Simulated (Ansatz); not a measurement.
Input

```
crystal:
  lattice:
    - [4.9166167608, 0.0, 0.0]
    - [0.0, 3.6976004482, 0.0]
    - [0.0, 0.0, 7.0075876252]
  atoms:
    - { symbol: Si, position: [0.2916112963, 0.75, 0.6133916515] }
    - { symbol: Si, position: [0.7083887037, 0.25, 0.3866083485] }
    - { symbol: Si, position: [0.2083887037, 0.25, 0.1133916515] }
    - { symbol: Si, position: [0.7916112963, 0.75, 0.8866083485] }
    - { symbol: Ni, position: [0.9578150256, 0.75, 0.2074840763] }
    - { symbol: Ni, position: [0.0421849744, 0.25, 0.7925159237] }
    - { symbol: Ni, position: [0.5421849744, 0.25, 0.7074840763] }
    - { symbol: Ni, position: [0.4578150256, 0.75, 0.2925159237] }
    - { symbol: Ni, position: [0.8285234446, 0.75, 0.5603073524] }
    - { symbol: Ni, position: [0.1714765554, 0.25, 0.4396926476] }
    - { symbol: Ni, position: [0.6714765554, 0.25, 0.0603073524] }
    - { symbol: Ni, position: [0.3285234446, 0.75, 0.9396926476] }
basis:
  ecutwfc: 420
kpoints:
  mp_grid: { grid: [8, 10, 6] }
  band_path:
    path:
      - [[0.0, 0.0, 0.0], [0.5, 0.0, 0.0], [0.5, 0.5, 0.0], [0.0, 0.5, 0.0], [0.0, 0.0, 0.0], [0.0, 0.0, 0.5], [0.5, 0.0, 0.5], [0.5, 0.5, 0.5], [0.0, 0.5, 0.5], [0.0, 0.0, 0.5]]
      - [[0.5, 0.0, 0.0], [0.5, 0.0, 0.5]]
      - [[0.0, 0.5, 0.0], [0.0, 0.5, 0.5]]
      - [[0.5, 0.5, 0.0], [0.5, 0.5, 0.5]]
    npoints: 10
hamiltonian:
  xc: pbesol
scf:
  occupations: { method: gaussian, width: 0.1 }
  n_extra_bands: 30
output:
  forces: true
  stress: true
  eigenvalues: true
  populations: true
  dos: { projected: true, de: 0.02, nscf_kmesh: { grid: [12, 15, 9] } }
  bader: false
  write_density: true
  write_potential: true
  elf: true
  volumetric_format: npy
```

Launched as:

```sh
ansatz run input.yaml --threads 2 --pin off --max-ram 5120MiB --backend cpu --events-out ev --progress --plain --runs-dir out
```

Below, planes, directions and counts refer to the conventional cell (a = 4.92 Å, b = 3.70 Å, c = 7.01 Å, α = 90.00°, β = 90.00°, γ = 90.00°).

Space group Pnma; computed without spin polarisation.

Computed with DFT PBEsol, scalar-relativistic, plane waves, PAW (Ansatz).

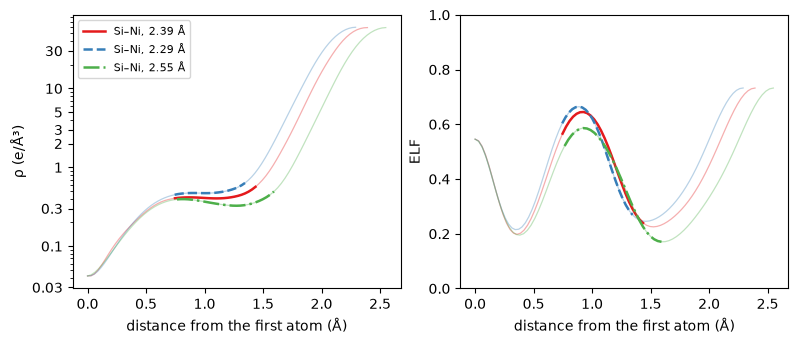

SiNi2. Valence pseudo-density and ELF along straight lines between neighbouring atoms. Thin, pale parts lie inside the atomic spheres.

The density is the valence pseudo-density of a PAW calculation; it isn't the true density close to the nuclei.

### Compare the contacts.

Si–Ni (2.39 Å): ρ at the midpoint is about 0.41 e/Å³; the ELF peaks at about 0.65 in the valence shell of Si, 0.9 Å from its nucleus, and is about 0.45 at the midpoint.
Si–Ni (2.29 Å): ρ is about 0.49 e/Å³ halfway; the ELF peaks at about 0.65 in the valence shell of Si, 0.9 Å from its nucleus, and is about 0.45 at the midpoint.
Si–Ni (2.55 Å): the density is about 0.33 e/Å³ at the midpoint; the ELF peaks at about 0.60 in the valence shell of Si, 0.9 Å from its nucleus, and is about 0.35 at the midpoint.
